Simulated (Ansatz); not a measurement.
Os

```yaml
crystal:
  lattice:
    - [1.91582, -1.91582, 0.00000]
    - [1.91582, 1.91582, 0.00000]
    - [0.00000, 0.00000, 3.94835]
  atoms:
    - { symbol: Os, position: [0.00000, 0.00000, 0.00000] }
    - { symbol: Os, position: [0.50000, 0.50000, 0.50000] }
```

Space group I4/mmm; changed on purpose from its base cell (strain -0.015 along x and y, +0.015 along z, atoms carried along); computed pressure about −11 GPa in this cell; computed without spin polarisation.

Computed with Ansatz 0.2.0, DFT r2SCAN, scalar-relativistic, plane waves, PAW.

### What will maps of the valence pseudo-density and electron localisation function show?

Os–Os (2.71 Å): ρ at the midpoint is about 0.46 e/Å³; the ELF is about 0.40 at the midpoint.

### Metal or insulator at this level of theory?

It is metallic or semimetallic at this level of theory: no gap opens.

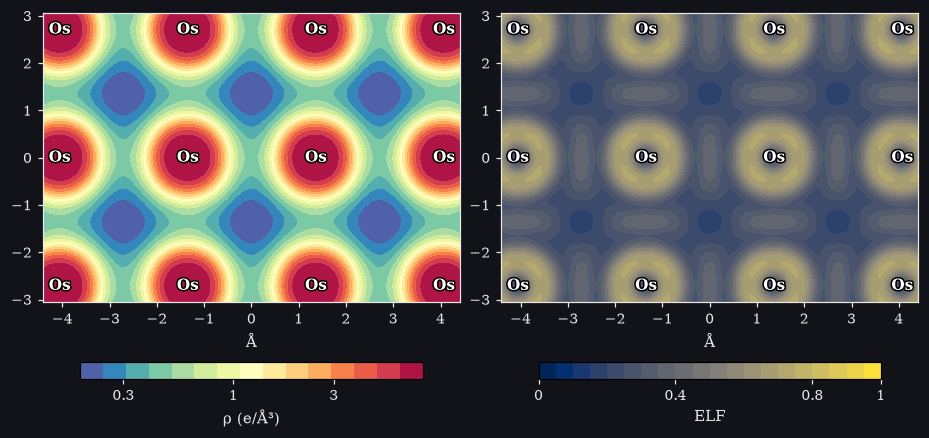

Computed valence pseudo-density and electron localisation function on the (001) plane of the conventional cell, in this order. 

The density is the valence pseudo-density of a PAW calculation; it isn't the true density close to the nuclei.
